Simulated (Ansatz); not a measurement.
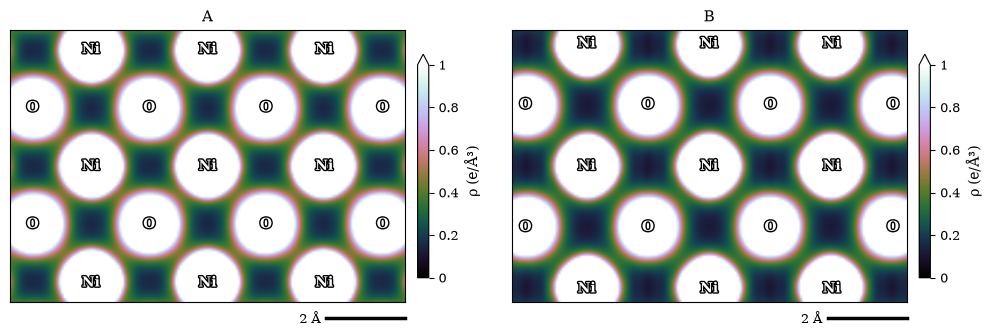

NiO. The valence charge density (pseudo) of two cells that differ in size and shape, on the (110) plane of each (indices in the axes of the calculation cell), at one length scale and on one colour scale; one has 8.7 and the other 10.6 Å³ an atom.

Theory: Ansatz 0.2.0, DFT PBE, scalar-relativistic, plane waves, PAW.

Core electrons are frozen (PAW), and the valence fields are smoothed inside the atomic spheres.

**Which is the denser cell? Describe the effect of the change.**

Panel A is the smaller cell, by 18 % in volume. From the larger cell to the smaller, Ni–O goes from 2.20 to 2.09 Å, and the density at its midpoint from 0.35 to 0.45 e/Å³; the pressure goes from −16 to 15 GPa; the largest moment (Ni) goes from 1.6 to 1.3 μB.
